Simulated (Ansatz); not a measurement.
Nudged elastic band, with input and output: Sr8Ti8O23 (charge +2) (part 1 of 3)

System: Sr8Ti8O23 (defect cell, 39 atoms in the cell, total charge +2).
Method: DFT, PBEsol, PAW, plane waves (Ansatz 0.2.0).

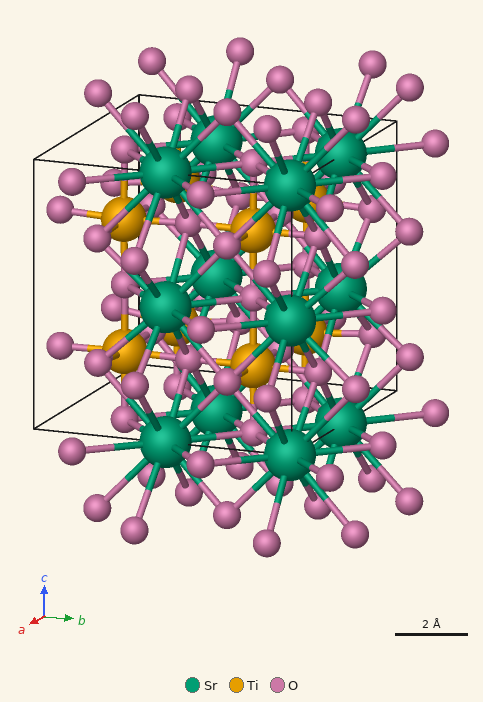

The input geometry (ball-and-stick view of the cell of the calculation, seen slightly off an axis; bonded neighbours outside the cell are drawn too).

**Results in brief**

- outcome: converged
- barrier, forward: 0.485 eV
- barrier, backward: 0.485 eV
- electrons treated: 312
- hardware: 1 × NVIDIA GB300 Max-Q, 32 threads of Arm Neoverse-V2, 180 GiB of memory available, shared host
- wall time: 28 s (CPU time 1.9 min)
- peak memory: 2.3 GiB

**Remarks**

The k-point mesh is coarse for a cell of this size, so the results may not be converged.

**Input file**
```yaml
crystal:
  lattice:
    - [7.782821, 0.000000, 0.000000]
    - [0.000000, 7.782821, 0.000000]
    - [0.000000, 0.000000, 7.782821]
  atoms:
    - { symbol: Sr, position: [0.990274, 0.989735, 0.997783] }
    - { symbol: Sr, position: [0.991572, 0.990861, 0.496671] }
    - { symbol: Sr, position: [0.990362, 0.507038, 0.998521] }
    - { symbol: Sr, position: [0.990855, 0.507793, 0.499169] }
    - { symbol: Sr, position: [0.507674, 0.989910, 0.998293] }
    - { symbol: Sr, position: [0.508368, 0.990332, 0.499038] }
    - { symbol: Sr, position: [0.508651, 0.507782, 0.999041] }
    - { symbol: Sr, position: [0.508859, 0.508151, 0.501261] }
    - { symbol: Ti, position: [0.247744, 0.247222, 0.234437] }
    - { symbol: Ti, position: [0.250413, 0.250122, 0.767106] }
    - { symbol: Ti, position: [0.249234, 0.744332, 0.250344] }
    - { symbol: Ti, position: [0.248550, 0.751213, 0.742617] }
    - { symbol: Ti, position: [0.745476, 0.248688, 0.250996] }
    - { symbol: Ti, position: [0.751927, 0.247756, 0.743275] }
    - { symbol: Ti, position: [0.748759, 0.748316, 0.248551] }
    - { symbol: Ti, position: [0.748944, 0.748139, 0.749499] }
    - { symbol: O, position: [0.248816, 0.250247, 0.000924] }
    - { symbol: O, position: [0.252276, 0.749755, 0.002382] }
    - { symbol: O, position: [0.251105, 0.750752, 0.501581] }
    - { symbol: O, position: [0.751413, 0.251121, 0.001642] }
    - { symbol: O, position: [0.750023, 0.250986, 0.501098] }
    - { symbol: O, position: [0.750846, 0.750767, 0.000899] }
    - { symbol: O, position: [0.751656, 0.750694, 0.501176] }
    - { symbol: O, position: [0.009572, 0.253480, 0.272470] }
    - { symbol: O, position: [0.006176, 0.248657, 0.732346] }
    - { symbol: O, position: [0.002418, 0.751577, 0.249266] }
    - { symbol: O, position: [0.001280, 0.750066, 0.754252] }
    - { symbol: O, position: [0.496070, 0.252977, 0.268227] }
    - { symbol: O, position: [0.492489, 0.249148, 0.732267] }
    - { symbol: O, position: [0.501563, 0.751865, 0.249845] }
    - { symbol: O, position: [0.500295, 0.749299, 0.752827] }
    - { symbol: O, position: [0.253496, 0.009413, 0.272230] }
    - { symbol: O, position: [0.249786, 0.005692, 0.734106] }
    - { symbol: O, position: [0.253588, 0.495711, 0.270251] }
    - { symbol: O, position: [0.248950, 0.491994, 0.731492] }
    - { symbol: O, position: [0.752290, 0.001904, 0.249352] }
    - { symbol: O, position: [0.749894, 0.000732, 0.753388] }
    - { symbol: O, position: [0.751916, 0.501047, 0.248903] }
    - { symbol: O, position: [0.750543, 0.499734, 0.752905] }
  symmetry: { detect: false }
kpoints:
  mp_grid: { grid: [1, 1, 1], shift: [0.25, 0.25, 0.25] }
hamiltonian:
  xc: pbesol
total_charge: 2
scf:
  occupations: { method: fermi_dirac, width: 0.01 }
neb:
  images: 5
  f_tol: 0.06
  max_iterations: 90
  relax_end_points: true
  final_atoms:
    - { symbol: Sr, position: [0.990274, 0.989735, 0.997783] }
    - { symbol: Sr, position: [0.991572, 0.990861, 0.496671] }
    - { symbol: Sr, position: [0.990362, 0.507038, 0.998521] }
    - { symbol: Sr, position: [0.990855, 0.507793, 0.499169] }
    - { symbol: Sr, position: [0.507674, 0.989910, 0.998293] }
    - { symbol: Sr, position: [0.508368, 0.990332, 0.499038] }
    - { symbol: Sr, position: [0.508651, 0.507782, 0.999041] }
    - { symbol: Sr, position: [0.508859, 0.508151, 0.501261] }
    - { symbol: Ti, position: [0.247744, 0.247222, 0.234437] }
    - { symbol: Ti, position: [0.250413, 0.250122, 0.767106] }
    - { symbol: Ti, position: [0.249234, 0.744332, 0.250344] }
    - { symbol: Ti, position: [0.248550, 0.751213, 0.742617] }
    - { symbol: Ti, position: [0.745476, 0.248688, 0.250996] }
    - { symbol: Ti, position: [0.751927, 0.247756, 0.743275] }
    - { symbol: Ti, position: [0.748759, 0.748316, 0.248551] }
    - { symbol: Ti, position: [0.748944, 0.748139, 0.749499] }
    - { symbol: O, position: [0.248816, 0.250247, 0.000924] }
    - { symbol: O, position: [0.252276, 0.749755, 0.002382] }
    - { symbol: O, position: [0.251105, 0.750752, 0.501581] }
    - { symbol: O, position: [0.751413, 0.251121, 0.001642] }
    - { symbol: O, position: [0.750023, 0.250986, 0.501098] }
    - { symbol: O, position: [0.750846, 0.750767, 0.000899] }
    - { symbol: O, position: [0.751656, 0.750694, 0.501176] }
    - { symbol: O, position: [0.250000, 0.250000, 0.500000] }
    - { symbol: O, position: [0.006176, 0.248657, 0.732346] }
    - { symbol: O, position: [0.002418, 0.751577, 0.249266] }
    - { symbol: O, position: [0.001280, 0.750066, 0.754252] }
    - { symbol: O, position: [0.496070, 0.252977, 0.268227] }
    - { symbol: O, position: [0.492489, 0.249148, 0.732267] }
    - { symbol: O, position: [0.501563, 0.751865, 0.249845] }
    - { symbol: O, position: [0.500295, 0.749299, 0.752827] }
    - { symbol: O, position: [0.253496, 0.009413, 0.272230] }
    - { symbol: O, position: [0.249786, 0.005692, 0.734106] }
    - { symbol: O, position: [0.253588, 0.495711, 0.270251] }
    - { symbol: O, position: [0.248950, 0.491994, 0.731492] }
    - { symbol: O, position: [0.752290, 0.001904, 0.249352] }
    - { symbol: O, position: [0.749894, 0.000732, 0.753388] }
    - { symbol: O, position: [0.751916, 0.501047, 0.248903] }
    - { symbol: O, position: [0.750543, 0.499734, 0.752905] }
```

Command:
```bash
ansatz run in.yaml --threads 32 --pin off --max-ram 171000MiB --runs-dir r --events-out ev --progress --plain --backend cuda --devices 0,
```

**Log**
```
Pseudopotentials: kind: paw
Functional definition: PBEsol
  exchange = pbesol_x
  correlation = pbesol_c
parallel-image band execution: 3 concurrent image workers
NEB image 0
Crystal: 39 atoms, lattice volume = 471.423 Å³
Basis set: ecut = 420 eV, 9171 PW (Γ), exchange–correlation on 108×108×108 points (8 copies of the dense FFT grid, shifted against one another)
Bands: 195, of which v1, the nominal top of the filled ones, is band 156 counted from 1 (155 counted from 0)
Symmetry: 1 space group operations
k-points: 1
Non-local potential: Sr, projectors of the file, l = 0: 3, l = 1: 2, l = 2: 2
Non-local potential: Ti, projectors of the file, l = 0: 3, l = 1: 2, l = 2: 3, l = 3: 1
Non-local potential: O, projectors of the file, l = 0: 2, l = 1: 2, l = 2: 1
PAW form: soft (Blöchl's): semilocal exchange-correlation on the pseudo side does not see the compensation charge
PAW frozen core: Sr, regenerated for the run's functional, and the local potential with it (the file was generated under x = pbe(κ = 0.804, μ = 0.2195149727645171), c = pbe(β = 0.06672455060314922))
PAW frozen core: Ti, regenerated for the run's functional, and the local potential with it (the file was generated under x = pbe(κ = 0.804, μ = 0.2195149727645171), c = pbe(β = 0.06672455060314922))
PAW frozen core: O, regenerated for the run's functional, and the local potential with it (the file was generated under x = pbe(κ = 0.804, μ = 0.2195149727645171), c = pbe(β = 0.06672455060314922))
PAW one-centre angular grid: Sr, 110 points (default); XC on 64 Gauss nodes
PAW one-centre angular grid: Ti, 590 points (default); XC on 64 Gauss nodes
PAW one-centre angular grid: O, 110 points (default); XC on 64 Gauss nodes
Initial density: superposition of atomic densities (neutral atoms scaled as one to the charged cell's electrons: chi_scale 0, normalization atom), corrected by the library's trained network
Initial wavefunctions: pseudopotential atomic-orbital guess
Functional: x = pbesol(κ = 0.804, μ = 0.12345679012345678), c = pbesol(β = 0.046)
SCF iter   1: F=—  HF=-60718.656832 eV  |F-HF|=—  |Δ(HF+E_count)|=         —  Δρ=1.28e-2  dr2=1.02e0  ethr=1.77e-3  ⟨swp⟩=7.0  Hψ=861  notcnv=0  defer=4
preconditioner: auto → Resta (q_TF=auto, 2.547 Å⁻¹)  ε∞=5.8  [insulator: Δε(μ)=2.393 eV  Ē_g=11.907 eV  σ=0.010 eV  W_gap=1.00  n_scr=122 (ndim 8)  ℏωp=26.0 eV  f_vac=0.000  D(μ)=0.00/eV (n_scr^D=0)  ε∞_Penn≈5.8]
SCF iter   2: F=—  HF=-60718.532309 eV  |F-HF|=—  |Δ(HF+E_count)|=   1.25e-1  Δρ=5.70e-3  dr2=2.76e-1  ethr=3.27e-4  ⟨swp⟩=2.0  Hψ=238  notcnv=0  defer=32
SCF iter   3: F=—  HF=-60718.480183 eV  |F-HF|=—  |Δ(HF+E_count)|=   5.21e-2  Δρ=1.47e-3  dr2=2.53e-2  ethr=8.85e-5  ⟨swp⟩=3.0  Hψ=257  notcnv=0  defer=32
SCF iter   4: F=—  HF=-60718.477238 eV  |F-HF|=—  |Δ(HF+E_count)|=   2.95e-3  Δρ=5.58e-4  dr2=2.80e-3  ethr=8.10e-6  ⟨swp⟩=3.0  Hψ=254  notcnv=0  defer=32
SCF iter   5: F=—  HF=-60718.476247 eV  |F-HF|=—  |Δ(HF+E_count)|=   9.91e-4  Δρ=1.46e-4  dr2=1.31e-4  ethr=8.97e-7  ⟨swp⟩=2.0  Hψ=318  notcnv=0  defer=32
SCF iter   6: F=—  HF=-60718.476266 eV  |F-HF|=—  |Δ(HF+E_count)|=   1.97e-5  Δρ=5.51e-5  dr2=1.25e-5  ethr=4.19e-8  ⟨swp⟩=2.0  Hψ=278  notcnv=0  defer=32
SCF iter   7: F=—  HF=-60718.476782 eV  |F-HF|=—  |Δ(HF+E_count)|=   5.16e-4  Δρ=2.18e-5  dr2=2.24e-6  ethr=3.99e-9  ⟨swp⟩=2.0  Hψ=351  notcnv=0  defer=32
SCF iter   8: F=—  HF=-60718.476782 eV  |F-HF|=—  |Δ(HF+E_count)|=   3.97e-8  Δρ=5.35e-6  dr2=1.55e-7  ethr=7.18e-10  ⟨swp⟩=2.0  Hψ=278  notcnv=0  defer=32
SCF iter   9: F=-60718.476782 eV  HF=-60718.476782 eV  |F-HF|=7.41e-9  |Δ(HF+E_count)|=   1.36e-8  Δρ=1.59e-6  dr2=1.26e-8  ethr=3.21e-11  ⟨swp⟩=4.0  Hψ=594  notcnv=0
SCF 1 converged in 9 iterations: F = -60718.476782 eV  dr2 = 1.26e-8
  greatest PAW one-centre occupation: 0.999 electrons in one spin orbital (limit 2), on the Ti atom at site 15 (counted from 0), in its partial waves of l = 0
NSCF: frozen V_eff on 1 k-points
NEB image 6
SCF iter   1: F=—  HF=-60715.945743 eV  |F-HF|=—  |Δ(HF+E_count)|=         —  Δρ=1.76e-2  dr2=3.30e0  ethr=1.77e-3  ⟨swp⟩=7.0  Hψ=864  notcnv=0  defer=5
preconditioner: auto → Resta (q_TF=auto, 2.547 Å⁻¹)  ε∞=5.9  [insulator: Δε(μ)=0.986 eV  Ē_g=11.756 eV  σ=0.010 eV  W_gap=1.00  n_scr=122 (ndim 8)  ℏωp=26.0 eV  f_vac=0.000  D(μ)=0.00/eV (n_scr^D=0)  ε∞_Penn≈5.9]
SCF iter   2: F=—  HF=-60715.465658 eV  |F-HF|=—  |Δ(HF+E_count)|=   4.80e-1  Δρ=9.44e-3  dr2=1.23e0  ethr=1.06e-3  ⟨swp⟩=3.0  Hψ=233  notcnv=0  defer=32
SCF iter   3: F=—  HF=-60715.160664 eV  |F-HF|=—  |Δ(HF+E_count)|=   3.05e-1  Δρ=2.58e-3  dr2=5.97e-2  ethr=3.94e-4  ⟨swp⟩=4.0  Hψ=327  notcnv=0  defer=32
SCF iter   4: F=—  HF=-60715.147955 eV  |F-HF|=—  |Δ(HF+E_count)|=   1.27e-2  Δρ=8.74e-4  dr2=4.59e-3  ethr=1.91e-5  ⟨swp⟩=4.0  Hψ=304  notcnv=0  defer=30
SCF iter   5: F=—  HF=-60715.148017 eV  |F-HF|=—  |Δ(HF+E_count)|=   6.14e-5  Δρ=2.24e-4  dr2=2.77e-4  ethr=1.47e-6  ⟨swp⟩=2.0  Hψ=322  notcnv=0  defer=30
SCF iter   6: F=—  HF=-60715.147378 eV  |F-HF|=—  |Δ(HF+E_count)|=   6.39e-4  Δρ=6.94e-5  dr2=2.19e-5  ethr=8.89e-8  ⟨swp⟩=2.0  Hψ=290  notcnv=0  defer=30
SCF iter   7: F=—  HF=-60715.148053 eV  |F-HF|=—  |Δ(HF+E_count)|=   6.76e-4  Δρ=2.69e-5  dr2=3.12e-6  ethr=7.03e-9  ⟨swp⟩=2.0  Hψ=351  notcnv=0  defer=30
SCF iter   8: F=—  HF=-60715.148053 eV  |F-HF|=—  |Δ(HF+E_count)|=   1.07e-7  Δρ=7.27e-6  dr2=2.13e-7  ethr=1.00e-9  ⟨swp⟩=2.0  Hψ=278  notcnv=0  defer=30
SCF iter   9: F=-60715.148053 eV  HF=-60715.148053 eV  |F-HF|=1.67e-9  |Δ(HF+E_count)|=   3.49e-8  Δρ=1.77e-6  dr2=1.53e-8  ethr=3.21e-11  ⟨swp⟩=4.0  Hψ=627  notcnv=0
NSCF: frozen V_eff on 1 k-points
NEB end point (image 0): max|allowed force component| = 2.805e-2 eV/Å (the criterion of neb.relax_end_points is 1.200e-2)
NEB end point (image 6): max|allowed force component| = 5.287e0 eV/Å (the criterion of neb.relax_end_points is 1.200e-2)
NEB image 0, for its relaxation
Initial density: handed on by an earlier stage of this run
Initial wavefunctions: those handed on with the density
preconditioner: auto → Resta (q_TF=auto, 2.547 Å⁻¹)  ε∞=5.7  [insulator: Δε(μ)=2.587 eV  Ē_g=12.030 eV  σ=0.010 eV  W_gap=1.00  n_scr=122 (ndim 8)  ℏωp=26.0 eV  f_vac=0.008  D(μ)=0.00/eV (n_scr^D=0)  ε∞_Penn≈5.7]
NEB image 0, for its relaxation
preconditioner: auto → Resta (q_TF=auto, 2.547 Å⁻¹)  ε∞=5.7  [insulator: Δε(μ)=2.576 eV  Ē_g=12.029 eV  σ=0.010 eV  W_gap=1.00  n_scr=122 (ndim 8)  ℏωp=26.0 eV  f_vac=0.008  D(μ)=0.00/eV (n_scr^D=0)  ε∞_Penn≈5.7]
NEB image 0, for its relaxation
preconditioner: auto → Resta (q_TF=auto, 2.547 Å⁻¹)  ε∞=5.7  [insulator: Δε(μ)=2.588 eV  Ē_g=12.031 eV  σ=0.010 eV  W_gap=1.00  n_scr=122 (ndim 8)  ℏωp=26.0 eV  f_vac=0.008  D(μ)=0.00/eV (n_scr^D=0)  ε∞_Penn≈5.7]
NEB image 0, for its relaxation
preconditioner: auto → Resta (q_TF=auto, 2.547 Å⁻¹)  ε∞=5.7  [insulator: Δε(μ)=2.599 eV  Ē_g=12.049 eV  σ=0.010 eV  W_gap=1.00  n_scr=122 (ndim 8)  ℏωp=26.0 eV  f_vac=0.008  D(μ)=0.00/eV (n_scr^D=0)  ε∞_Penn≈5.7]
NEB image 0, for its relaxation
preconditioner: auto → Resta (q_TF=auto, 2.547 Å⁻¹)  ε∞=5.7  [insulator: Δε(μ)=2.604 eV  Ē_g=12.050 eV  σ=0.010 eV  W_gap=1.00  n_scr=122 (ndim 8)  ℏωp=26.0 eV  f_vac=0.008  D(μ)=0.00/eV (n_scr^D=0)  ε∞_Penn≈5.7]
NEB image 0, for its relaxation
preconditioner: auto → Resta (q_TF=auto, 2.547 Å⁻¹)  ε∞=5.7  [insulator: Δε(μ)=2.593 eV  Ē_g=12.036 eV  σ=0.010 eV  W_gap=1.00  n_scr=122 (ndim 8)  ℏωp=26.0 eV  f_vac=0.008  D(μ)=0.00/eV (n_scr^D=0)  ε∞_Penn≈5.7]
NEB image 0, for its relaxation
preconditioner: auto → Resta (q_TF=auto, 2.547 Å⁻¹)  ε∞=5.7  [insulator: Δε(μ)=2.594 eV  Ē_g=12.038 eV  σ=0.010 eV  W_gap=1.00  n_scr=122 (ndim 8)  ℏωp=26.0 eV  f_vac=0.008  D(μ)=0.00/eV (n_scr^D=0)  ε∞_Penn≈5.7]
NEB image 0, for its relaxation
preconditioner: auto → Resta (q_TF=auto, 2.547 Å⁻¹)  ε∞=5.7  [insulator: Δε(μ)=2.602 eV  Ē_g=12.046 eV  σ=0.010 eV  W_gap=1.00  n_scr=122 (ndim 8)  ℏωp=26.0 eV  f_vac=0.008  D(μ)=0.00/eV (n_scr^D=0)  ε∞_Penn≈5.7]
NEB image 0, for its relaxation
preconditioner: auto → Resta (q_TF=auto, 2.547 Å⁻¹)  ε∞=5.7  [insulator: Δε(μ)=2.582 eV  Ē_g=12.049 eV  σ=0.010 eV  W_gap=1.00  n_scr=122 (ndim 8)  ℏωp=26.0 eV  f_vac=0.008  D(μ)=0.00/eV (n_scr^D=0)  ε∞_Penn≈5.7]
NEB image 0, for its relaxation
preconditioner: auto → Resta (q_TF=auto, 2.547 Å⁻¹)  ε∞=5.7  [insulator: Δε(μ)=2.612 eV  Ē_g=12.051 eV  σ=0.010 eV  W_gap=1.00  n_scr=122 (ndim 8)  ℏωp=26.0 eV  f_vac=0.008  D(μ)=0.00/eV (n_scr^D=0)  ε∞_Penn≈5.7]
NEB image 0
preconditioner: auto → Resta (q_TF=auto, 2.547 Å⁻¹)  ε∞=5.7  [insulator: Δε(μ)=2.604 eV  Ē_g=12.049 eV  σ=0.010 eV  W_gap=1.00  n_scr=122 (ndim 8)  ℏωp=26.0 eV  f_vac=0.008  D(μ)=0.00/eV (n_scr^D=0)  ε∞_Penn≈5.7]
NSCF: frozen V_eff on 1 k-points
NEB end point (image 0): relaxed in 62 SCF iterations, 0.003261 eV lower, largest move of an atom 0.035 Å; not tested for a saddle point
NEB image 6, for its relaxation
preconditioner: auto → Resta (q_TF=auto, 2.547 Å⁻¹)  ε∞=5.8  [insulator: Δε(μ)=0.610 eV  Ē_g=11.879 eV  σ=0.010 eV  W_gap=1.00  n_scr=122 (ndim 8)  ℏωp=26.0 eV  f_vac=0.000  D(μ)=0.00/eV (n_scr^D=0)  ε∞_Penn≈5.8]
NEB image 6, for its relaxation
preconditioner: auto → Resta (q_TF=auto, 2.547 Å⁻¹)  ε∞=5.6  [insulator: Δε(μ)=1.981 eV  Ē_g=12.081 eV  σ=0.010 eV  W_gap=1.00  n_scr=122 (ndim 8)  ℏωp=26.0 eV  f_vac=0.010  D(μ)=0.00/eV (n_scr^D=0)  ε∞_Penn≈5.6]
NEB image 6, for its relaxation
preconditioner: auto → Resta (q_TF=auto, 2.547 Å⁻¹)  ε∞=5.7  [insulator: Δε(μ)=2.549 eV  Ē_g=12.022 eV  σ=0.010 eV  W_gap=1.00  n_scr=122 (ndim 8)  ℏωp=26.0 eV  f_vac=0.008  D(μ)=0.00/eV (n_scr^D=0)  ε∞_Penn≈5.7]
```
